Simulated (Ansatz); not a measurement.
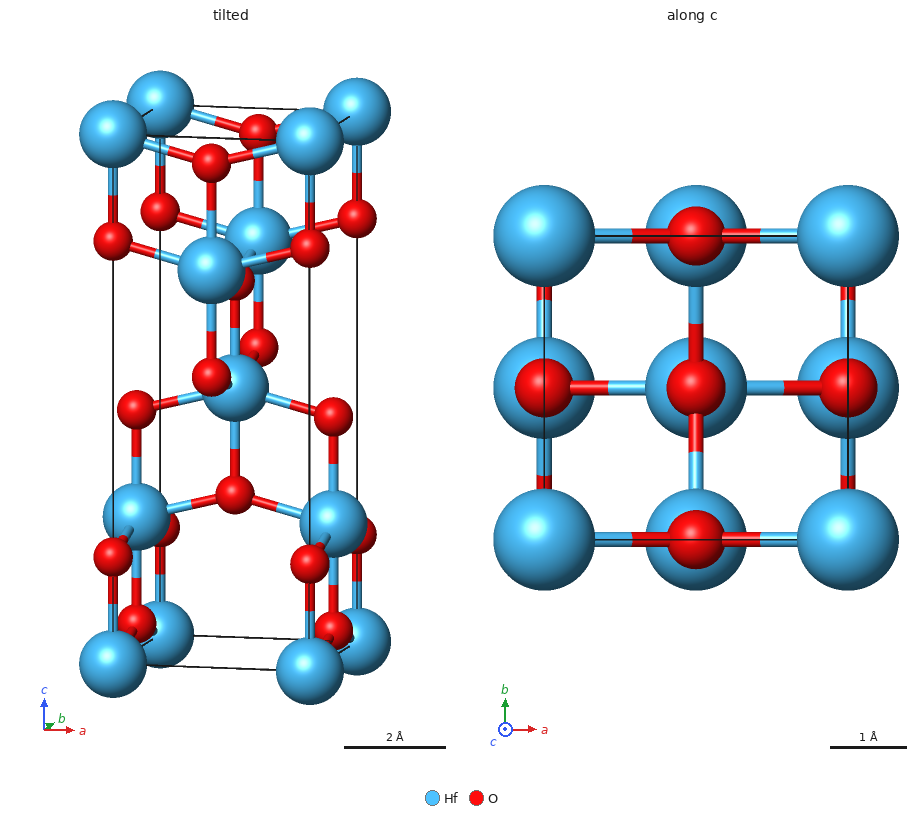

Ball-and-stick representation of a periodic structure, projected slightly off an axis and along the c axis. The conventional unit cell is drawn as a box.

HfO2, space group I4_1/amd (No. 141), a = 4.02 Å, b = 4.02 Å, c = 10.64 Å, α = 90.00°, β = 90.00°, γ = 90.00°.

Setup: DFT PBE, scalar-relativistic, plane waves, PAW (Ansatz); plane waves up to 420 eV, k-points about 0.28 Å⁻¹ apart, Gaussian smearing of 0.02 eV, no spin polarisation.

> Does it come out as a metal, or with a gap?

An insulator at this level, with a gap of 4.42 eV.

> What is the computed pressure?

The computed pressure is 0.0 GPa, close to zero.

The structure was taken from a structure listed in the Materials Project, with elements exchanged, so it need not be a known form of the compound. Earlier steps of the study may have refined or changed the cell and positions. A calculation with Ansatz used it as input.
